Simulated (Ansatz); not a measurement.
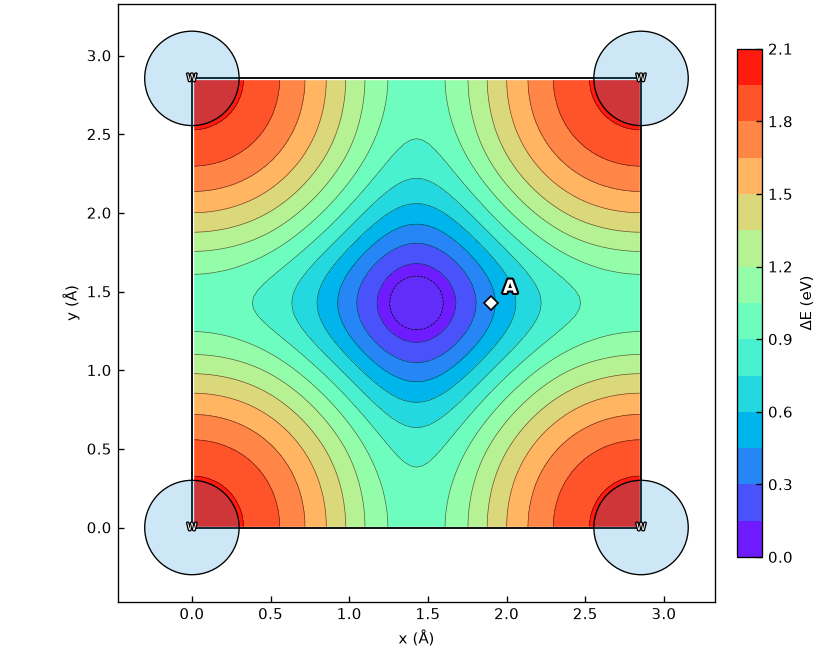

S on a W(100) slab cut from the Fm-3m phase, its upper half relaxed before the scan (12 atoms of substrate and one adsorbate in a 2 × 2 cell). 
- S is moved over the surface cell; relaxed at each place: the height of the adsorbate's atoms; substrate rigid; the origin of the map has the adsorbate above W9.
- Places are given modulo a cell vector. The map is drawn in real space over the plane of the surface.
- Grid: 6 × 6 points; 10 points were computed and 26 follow by symmetry.
- Places are given in fractions of the 1 × 1 surface cell.
- Energies: eV, counted from the lowest grid point.
- The calculation used Ansatz, DFT PBE, scalar-relativistic, plane waves, PAW. Settings: cutoff 420 eV, k-mesh 5×5×1, gaussian smearing 0.1 eV, no spin polarisation.

In the figure: filled contours, labelled circles for the atoms of the top layer and small ones for the second layer, the outline of one cell of the plane, the point A. Between grid points the surface is interpolated.

Is A at rest? If not, where is it pushed?

Answer. A, at (4/6, 3/6) of the cell vectors, is not a stationary point. The computed force is 1.2 eV/Å in the plane, pointing left in the picture (components −1.2 and 0.0 eV/Å).

PAW datasets: the set soft_1.
